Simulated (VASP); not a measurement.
**Single-point calculation, with input and output: Co (part 1 of 5)**

The run: single-point calculation of Co (P6₃/mmc, 36 atoms in the cell). Method and program: Kohn-Sham DFT of a periodic cell, LDA, VASP PAW LDA potentials, recommended, spin-polarised (VASP 6.6.1).

The structure derives from a Materials Project entry. It belongs to a series of runs on one base structure; here: grid = ENCUT=400 dk=0.35 cell=3x3x2 ISMEAR=1 SIGMA=0.1 LREAL=False EDIFF=1e-06.

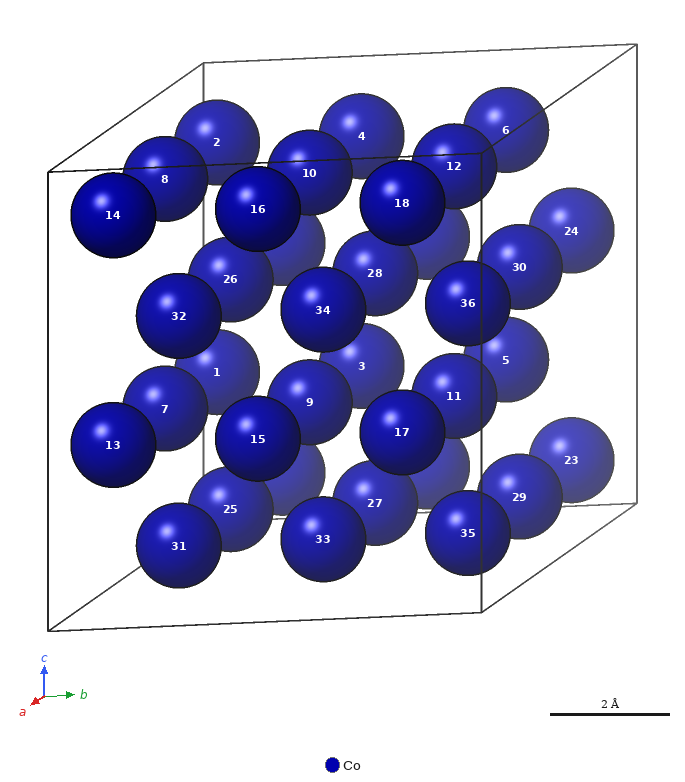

The structure (spheres-only view of the cell of the calculation, seen slightly off an axis; atoms are numbered from 1 in the order of the input). An atom can appear more than once, as a periodic image.

## INCAR
```
SYSTEM = Co
PREC     = Accurate       ! precision mode
ENCUT    = 400            ! plane-wave cutoff, eV
EDIFF    = 1E-6           ! SCF threshold, eV
ISMEAR   = 1              ! smearing method
SIGMA    = 0.1            ! smearing width, eV
LREAL    = .FALSE.        ! projectors in reciprocal space
LASPH    = .TRUE.         ! aspherical terms in the spheres
NELM     = 120            ! most SCF steps
ALGO     = Fast           ! electronic algorithm
ISIF     = 2              ! what is computed and relaxed
LWAVE    = .FALSE.        ! write WAVECAR
LCHARG   = .FALSE.        ! write CHGCAR
ISPIN    = 2              ! spin polarisation
MAGMOM   = 2 2 2 2 2 2 2 2 2 2 2 2 2 2 2 2 2 2 2 2 2 2 2 2 2 2 2 2 2 2 2 2 2 2 2 2 ! initial moments
LORBIT   = 11             ! projections on sites
LMAXMIX  = 4              ! l up to which the mixer works
GGA      = CA             ! functional
NBANDS   = 197            ! bands
NCORE    = 1            
KPAR     = 2
```

## KPOINTS
```
regular mesh
0
G
  3 3 3
  0 0 0
```

## POSCAR
```
Co
1.0
    7.4159997096      0.0000000000      0.0000000000
   -3.7079998548      6.4224441429      0.0000000000
    0.0000000000      0.0000000000      8.0422881600
Co
36
Direct
    0.2222222222      0.1111111111      0.3750000000
    0.2222222222      0.1111111111      0.8750000000
    0.2222222222      0.4444444444      0.3750000000
    0.2222222222      0.4444444444      0.8750000000
    0.2222222222      0.7777777778      0.3750000000
    0.2222222222      0.7777777778      0.8750000000
    0.5555555556      0.1111111111      0.3750000000
    0.5555555556      0.1111111111      0.8750000000
    0.5555555556      0.4444444444      0.3750000000
    0.5555555556      0.4444444444      0.8750000000
    0.5555555556      0.7777777778      0.3750000000
    0.5555555556      0.7777777778      0.8750000000
    0.8888888889      0.1111111111      0.3750000000
    0.8888888889      0.1111111111      0.8750000000
    0.8888888889      0.4444444444      0.3750000000
    0.8888888889      0.4444444444      0.8750000000
    0.8888888889      0.7777777778      0.3750000000
    0.8888888889      0.7777777778      0.8750000000
    0.1111111111      0.2222222222      0.1250000000
    0.1111111111      0.2222222222      0.6250000000
    0.1111111111      0.5555555556      0.1250000000
    0.1111111111      0.5555555556      0.6250000000
    0.1111111111      0.8888888889      0.1250000000
    0.1111111111      0.8888888889      0.6250000000
    0.4444444444      0.2222222222      0.1250000000
    0.4444444444      0.2222222222      0.6250000000
    0.4444444444      0.5555555556      0.1250000000
    0.4444444444      0.5555555556      0.6250000000
    0.4444444444      0.8888888889      0.1250000000
    0.4444444444      0.8888888889      0.6250000000
    0.7777777778      0.2222222222      0.1250000000
    0.7777777778      0.2222222222      0.6250000000
    0.7777777778      0.5555555556      0.1250000000
    0.7777777778      0.5555555556      0.6250000000
    0.7777777778      0.8888888889      0.1250000000
    0.7777777778      0.8888888889      0.6250000000
```

Machine: 4 threads of Intel Xeon (Sapphire Rapids), 192 GiB of memory available, shared host.

Launched with:
```bash
cat potpaw_LDA.64/Co/POTCAR > POTCAR
mpirun -np 4 vasp_std > vasp.out
```

## OSZICAR
```
N       E                     dE             d eps       ncg     rms          rms(c)
DAV:   1     0.255985619349E+04    0.25599E+04   -0.11329E+05  4752   0.188E+03
DAV:   2    -0.140129816543E+02   -0.25739E+04   -0.24992E+04  4752   0.427E+02
DAV:   3    -0.306343665408E+03   -0.29233E+03   -0.24312E+03  4764   0.181E+02
DAV:   4    -0.331925029633E+03   -0.25581E+02   -0.23686E+02  7408   0.433E+01
DAV:   5    -0.333515565798E+03   -0.15905E+01   -0.14870E+01  7154   0.115E+01    0.661E+01
RMM:   6    -0.291557513341E+03    0.41958E+02   -0.47410E+02  4764   0.100E+02    0.311E+01
RMM:   7    -0.290194419341E+03    0.13631E+01   -0.69815E+01  4786   0.408E+01    0.173E+01
RMM:   8    -0.291515548044E+03   -0.13211E+01   -0.15810E+01  5278   0.572E+00    0.546E+00
RMM:   9    -0.291454805598E+03    0.60742E-01   -0.28116E+00  4888   0.718E+00    0.272E+00
RMM:  10    -0.291475347804E+03   -0.20542E-01   -0.69601E-01  5760   0.209E+00    0.967E-01
RMM:  11    -0.291487673105E+03   -0.12325E-01   -0.13235E-01  5796   0.766E-01    0.552E-01
RMM:  12    -0.291487270102E+03    0.40300E-03   -0.22562E-02  5449   0.529E-01    0.325E-01
RMM:  13    -0.291487483482E+03   -0.21338E-03   -0.10042E-02  6425   0.190E-01    0.183E-01
RMM:  14    -0.291487584182E+03   -0.10070E-03   -0.46928E-03  5303   0.214E-01    0.148E-01
RMM:  15    -0.291487504206E+03    0.79976E-04   -0.10812E-03  5410   0.100E-01    0.452E-02
RMM:  16    -0.291487540926E+03   -0.36719E-04   -0.54289E-04  6557   0.316E-02    0.199E-02
RMM:  17    -0.291487563063E+03   -0.22138E-04   -0.22162E-04  5955   0.117E-02    0.202E-02
RMM:  18    -0.291487573679E+03   -0.10616E-04   -0.11612E-04  3752   0.564E-03    0.215E-02
RMM:  19    -0.291487581881E+03   -0.82021E-05   -0.10174E-04  3707   0.762E-03    0.118E-02
RMM:  20    -0.291487587557E+03   -0.56758E-05   -0.59459E-05  2683   0.326E-03    0.110E-02
RMM:  21    -0.291487592612E+03   -0.50551E-05   -0.50624E-05  2538   0.245E-03    0.868E-03
RMM:  22    -0.291487595781E+03   -0.31690E-05   -0.31300E-05  2489   0.161E-03    0.706E-03
RMM:  23    -0.291487598534E+03   -0.27523E-05   -0.27330E-05  2440   0.140E-03    0.549E-03
RMM:  24    -0.291487600247E+03   -0.17134E-05   -0.17043E-05  2154   0.918E-04    0.390E-03
RMM:  25    -0.291487601758E+03   -0.15112E-05   -0.15058E-05  1868   0.813E-04    0.191E-03
RMM:  26    -0.291487602698E+03   -0.93956E-06   -0.93922E-06  1231   0.605E-04
   1 F= -.29148760E+03 E0= -.29148457E+03  d E =-.909515E-02  mag=    53.6579
```

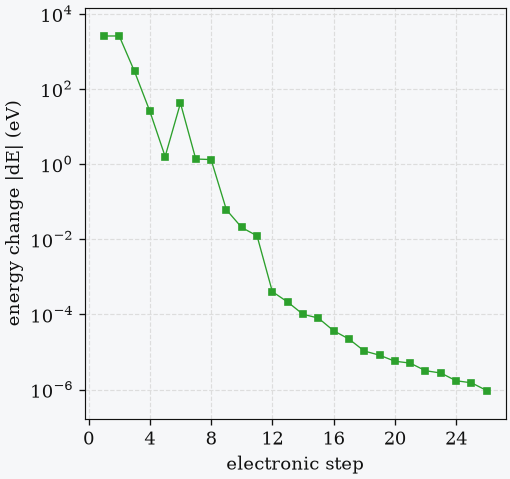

Convergence of the self-consistent field: energy change |dE| against the electronic step. It takes 26 electronic steps. The density is held fixed in the first few steps, and dE rises again when its update begins.

## Parts of OUTCAR
```
SYSTEM = Co
   PREC = Accurate
   ENCUT = 400
   EDIFF = 1E-6
   ISMEAR = 1
   LREAL = .FALSE.
   LASPH = .TRUE.
   NELM = 120
   ISIF = 2
   ISPIN = 2
   LORBIT = 11
   GGA = CA

 Found      6 irreducible k-points:

 Following reciprocal coordinates:
            Coordinates               Weight
  0.000000  0.000000  0.000000      1.000000
  0.333333 -0.000000  0.000000      6.000000
  0.333333  0.333333  0.000000      2.000000
  0.000000  0.000000  0.333333      2.000000
  0.333333 -0.000000  0.333333     12.000000
  0.333333  0.333333  0.333333      4.000000
   k-points           NKPTS =      6   k-points in BZ     NKDIM =      6   number of bands    NBANDS=    198
   number of dos      NEDOS =    301   number of ions     NIONS =     36
   total plane-waves  NPLWV = 124416
   dimension x,y,z NGX =    48 NGY =   48 NGZ =   54
   dimension x,y,z NGXF=    96 NGYF=   96 NGZF=  108
   ions per type =              36
   NGX,Y,Z   is equivalent  to a cutoff of  10.76, 10.76, 11.16 a.u.
   NGXF,Y,Z  is equivalent  to a cutoff of  21.52, 21.52, 22.33 a.u.
 SYSTEM =  Co
   PREC   = accura    normal or accurate (medium, high low for compatibility)
   ISTART =      0    job   : 0-new  1-cont  2-samecut
   ICHARG =      2    charge: 1-file 2-atom 10-const
   ISPIN  =      2    spin polarized calculation?
   LNONCOLLINEAR =      F non collinear calculations
   LSORBIT =      F    spin-orbit coupling
   LASPH  =      T    aspherical Exc in radial PAW
   ENCUT  =  400.0 eV  29.40 Ry    5.42 a.u.  12.09 12.09 13.11*2*pi/ulx,y,z
   NELM   =    120;   NELMIN=  2; NELMDL= -5     # of ELM steps
   EDIFF  = 0.1E-05   stopping-criterion for ELM
   LREAL  =      F    real-space projection
   EDIFFG = 0.1E-04   stopping-criterion for IOM
   NSW    =      0    number of steps for IOM
   IBRION =     -1    ionic relax: 0-MD 1-quasi-New 2-CG
   NFREE  =      0    steps in history (QN), initial steepest desc. (CG)
   ISIF   =      2    stress and relaxation
   ISYM   =      2    0-nonsym 1-usesym 2-fastsym
   POTIM  = 0.5000    time-step for ionic-motion
   TEBEG  =    0.0;   TEEND  =   0.0 temperature during run
   PSTRESS=    0.0 pullay stress
   NELECT =     324.0000    total number of electrons
   NUPDOWN=      -1.0000    fix difference up-down
   EMIN   =  10.00;   EMAX   =-10.00  energy-range for DOS
   EFERMI =   0.00;   METHOD = LEGACY
   ISMEAR =     1;   SIGMA  =   0.10  broadening in eV -4-tet -1-fermi 0-gaus
   EFERMI_NEDOS =   21; number of points for ismear=-14 and -15
   IALGO  =     68    algorithm
   IMIX   =      4    mixing-type and parameters
     AMIX     =   0.40;   BMIX     =  1.00
     AMIX_MAG =   1.60;   BMIX_MAG =  1.00
  volume/ion in A,a.u.               =      10.64        71.80
  Fermi-wavevector in a.u.,A,eV,Ry     =   1.548246  2.925761 32.614055  2.397065
  Thomas-Fermi vector in A             =   2.653224
   LORBIT       =     11    0 simple, 1 ext, 2 COOP (PROOUT), +10 PAW based schemes
   GGA     = CA    functional components
   LHFCALC =     F    Hartree Fock is set to
   AEXX    =    0.0000 exact exchange contribution
   IVDW    =     0    specifies the selected vdW correction
   LEPSILON=     F    determine dielectric tensor
   LRPA    =     F    only Hartree local field effects (RPA)
 spin polarized calculation
 RMM-DIIS sequential band-by-band and
 Methfessel and Paxton  Order N= 1 SIGMA  =   0.10
  energy-cutoff  :      400.00
  volume of cell :      383.04
 maximum number of plane-waves:      6966
   NGX = 25   NGY = 25   NGZ = 27

 number of electron     324.0000111 magnetization      53.6578742

 Free energy of the ion-electron system (eV)
  ---------------------------------------------------
  ext. energy  EPLUGINS =         0.00000000
  ---------------------------------------------------
  free energy    TOTEN  =      -291.48760270 eV

  energy without entropy =     -291.47850754  energy(sigma->0) =     -291.48457098

 E-fermi :  10.1632     XC(G=0): -13.8520     alpha+bet :-17.9114

 val. band max:       10.1570848084   @ k =   0.3333  -0.0000   0.3333
 cond. band min:      10.1817968483   @ k =   0.3333  -0.0000   0.3333
 fundamental gap:      0.0247120399
 Fermi energy:        10.1631580594

 spin component 1

 k-point     1 :       0.0000    0.0000    0.0000
  band No.  band energies     occupation
      1       1.1733      1.00000
      2       3.4324      1.00000
      3       3.4324      1.00000
      4       4.4069      1.00000
      5       4.4069      1.00000
      6       4.4069      1.00000
      7       4.4069      1.00000
      8       4.4069      1.00000
      9       4.4069      1.00000
     10       5.0567      1.00000
     11       5.2198      1.00000
     12       5.2198      1.00000
     13       5.2198      1.00000
     14       5.2198      1.00000
     15       5.2198      1.00000
     16       5.2198      1.00000
     17       5.2198      1.00000
     18       5.2198      1.00000
     19       5.2198      1.00000
     20       5.2198      1.00000
     21       5.2198      1.00000
     22       5.2198      1.00000
     23       5.8307      1.00000
     24       5.8307      1.00000
     25       5.8307      1.00000
     26       5.8307      1.00000
     27       5.8307      1.00000
     28       5.8307      1.00000
     29       5.9697      1.00000
     30       5.9697      1.00000
     31       6.2152      1.00000
     32       6.2152      1.00000
     33       6.2152      1.00000
     34       6.2152      1.00000
     35       6.2152      1.00000
     36       6.2152      1.00000
     37       6.3458      1.00000
     38       6.3458      1.00000
     39       6.3458      1.00000
     40       6.3458      1.00000
     41       6.4343      1.00000
     42       6.4343      1.00000
     43       6.4343      1.00000
     44       6.4343      1.00000
     45       6.5619      1.00000
     46       6.5619      1.00000
     47       6.5619      1.00000
     48       6.5619      1.00000
     49       6.6265      1.00000
     50       6.6265      1.00000
     51       6.6938      1.00000
     52       6.6938      1.00000
     53       6.6938      1.00000
     54       6.6938      1.00000
     55       6.6938      1.00000
     56       6.6938      1.00000
     57       6.6938      1.00000
     58       6.6938      1.00000
     59       6.6938      1.00000
     60       6.6938      1.00000
     61       6.6938      1.00000
     62       6.6938      1.00000
     63       7.1495      1.00000
     64       7.1495      1.00000
     65       7.1495      1.00000
     66       7.1495      1.00000
     67       7.1495      1.00000
     68       7.1495      1.00000
     69       7.3603      1.00000
     70       7.3603      1.00000
     71       7.3603      1.00000
     72       7.3603      1.00000
     73       7.3656      1.00000
     74       7.3656      1.00000
     75       7.4700      1.00000
     76       7.4700      1.00000
     77       7.4700      1.00000
     78       7.4700      1.00000
     79       7.6945      1.00000
     80       7.6968      1.00000
     81       7.6968      1.00000
     82       7.6968      1.00000
     83       7.6968      1.00000
     84       7.7595      1.00000
     85       7.7595      1.00000
     86       7.8008      1.00000
     87       7.8008      1.00000
     88       7.8008      1.00000
     89       7.8008      1.00000
     90       7.8008      1.00000
     91       7.8008      1.00000
     92       7.8547      1.00000
     93       7.8547      1.00000
     94       7.8547      1.00000
     95       7.8547      1.00000
     96       7.8547      1.00000
     97       7.8547      1.00000
     98       7.9924      1.00000
     99       7.9924      1.00000
    100       7.9924      1.00000
    101       7.9924      1.00000
    102       7.9924      1.00000
    103       7.9924      1.00000
    104       8.0814      1.00000
    105       8.0814      1.00000
    106       8.3007      1.00000
    107       8.3007      1.00000
    108       8.3007      1.00000
    109       8.3007      1.00000
    110       8.3007      1.00000
    111       8.3007      1.00000
    112       8.3007      1.00000
    113       8.3007      1.00000
    114       8.3007      1.00000
    115       8.3007      1.00000
    116       8.3007      1.00000
    117       8.3007      1.00000
    118       8.4303      1.00000
    119       8.4303      1.00000
    120       8.4778      1.00000
    121       8.4778      1.00000
    122       8.4826      1.00000
    123       8.4826      1.00000
    124       8.4826      1.00000
    125       8.4826      1.00000
    126       8.5522      1.00000
    127       8.5522      1.00000
    128       8.5522      1.00000
    129       8.5522      1.00000
    130       8.5522      1.00000
    131       8.5522      1.00000
    132       8.5522      1.00000
    133       8.5522      1.00000
    134       8.5522      1.00000
    135       8.5522      1.00000
    136       8.5522      1.00000
    137       8.5522      1.00000
    138       9.2284      1.00000
    139       9.2284      1.00000
    140       9.2284      1.00000
    141       9.2284      1.00000
    142       9.2284      1.00000
    143       9.2284      1.00000
    144       9.2858      1.00000
    145       9.2858      1.00000
    146       9.2858      1.00000
    147       9.2858      1.00000
    148       9.3752      1.00000
    149       9.3752      1.00000
    150       9.3752      1.00000
    151       9.3752      1.00000
    152       9.3752      1.00000
    153       9.3752      1.00000
    154       9.3937      1.00000
    155       9.3937      1.00000
    156       9.3937      1.00000
    157       9.3937      1.00000
    158       9.3937      1.00000
    159       9.3937      1.00000
    160       9.4845      1.00000
    161       9.4845      1.00000
    162       9.4845      1.00000
    163       9.4845      1.00000
    164       9.4859      1.00000
    165       9.4859      1.00000
    166       9.4859      1.00000
    167       9.4859      1.00000
    168       9.4859      1.00000
    169       9.4859      1.00000
    170       9.4859      1.00000
    171       9.4859      1.00000
    172       9.4859      1.00000
    173       9.4859      1.00000
    174       9.4859      1.00000

 k-point     2 :       0.3333   -0.0000    0.0000
  band No.  band energies     occupation
      1       1.6110      1.00000
      2       2.8306      1.00000
      3       3.8034      1.00000
      4       3.8034      1.00000
      5       3.9030      1.00000
      6       3.9030      1.00000
      7       4.6804      1.00000
      8       4.6804      1.00000
      9       5.2338      1.00000
     10       5.2338      1.00000
     11       5.2338      1.00000
     12       5.2338      1.00000
     13       5.2447      1.00000
     14       5.2447      1.00000
     15       5.2507      1.00000
     16       5.2507      1.00000
     17       5.3205      1.00000
     18       5.3306      1.00000
     19       5.4466      1.00000
     20       5.4466      1.00000
     21       5.4466      1.00000
     22       5.4466      1.00000
     23       5.5782      1.00000
     24       5.8324      1.00000
     25       5.8332      1.00000
     26       5.8569      1.00000
     27       5.8569      1.00000
     28       5.9057      1.00000
     29       5.9057      1.00000
     30       5.9057      1.00000
     31       5.9057      1.00000
     32       5.9535      1.00000
     33       5.9535      1.00000
     34       6.0014      1.00000
     35       6.0014      1.00000
     36       6.0305      1.00000
     37       6.0305      1.00000
     38       6.0875      1.00000
     39       6.0875      1.00000
     40       6.1363      1.00000
     41       6.1363      1.00000
     42       6.4993      1.00000
     43       6.4993      1.00000
     44       6.5396      1.00000
     45       6.5396      1.00000
     46       6.7028      1.00000
     47       6.7028      1.00000
     48       6.7028      1.00000
     49       6.7028      1.00000
     50       6.8149      1.00000
     51       6.8149      1.00000
     52       6.8212      1.00000
     53       6.8212      1.00000
     54       6.8440      1.00000
```
